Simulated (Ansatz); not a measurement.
Structure (in its standard cell), coordinates from a relaxation with DFT, revPBE, plane waves (420 eV) with PAW, scalar-relativistic (Ansatz); the starting structure was generated, so it need not be a known form of this composition:

```xyz
4
Lattice="2.4324 0.0000 0.0000 0.0000 7.4443 0.0000 0.0000 0.0000 2.4476" Properties=species:S:1:pos:R:3 pbc="T T T"
Co    0.0000    2.7072    1.8357
Co    1.2162    1.0149    0.6119
Co    1.2162    6.4294    1.8357
Co    0.0000    4.7371    0.6119
```

Predict the [101] zone-axis pattern (300 kV, kinematic, B = 0.5 Å²).

Answer. The spots form a centred rectangular net whose two shortest vectors correspond to d = 3.72 Å and 1.68 Å, 77.0° apart. They are 0 2 0 and 1 1 -1. The pattern has symmetry 2mm. The lattice centring (C) removes all reflections that break h + k = 2n.

Strongest reflections with d > 0.80 Å, one of each family (|F|² from tabulated Gaussian fits of the electron scattering factors, times a small damping for the curvature of the Ewald sphere):

| hkl | d (Å) | I (strongest = 100) |
| --- | --- | --- |
| 0 4 0 | 1.861 | 100 |
| 1 1 -1 | 1.681 | 50 |
| 1 5 -1 | 1.127 | 28 |
| 1 3 -1 | 1.417 | 18 |
| 2 0 -2 | 0.863 | 15 |
| 0 8 0 | 0.931 | 14 |

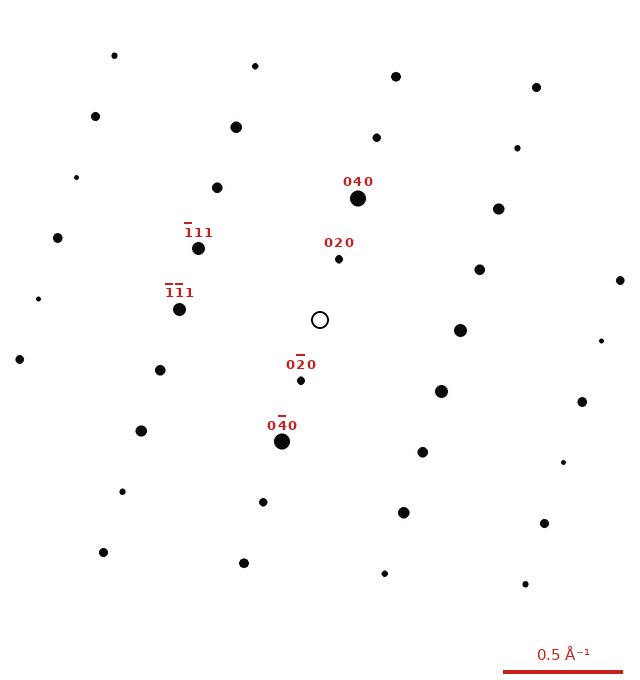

Calculated pattern, seen from the source side with [101] pointing towards the source.
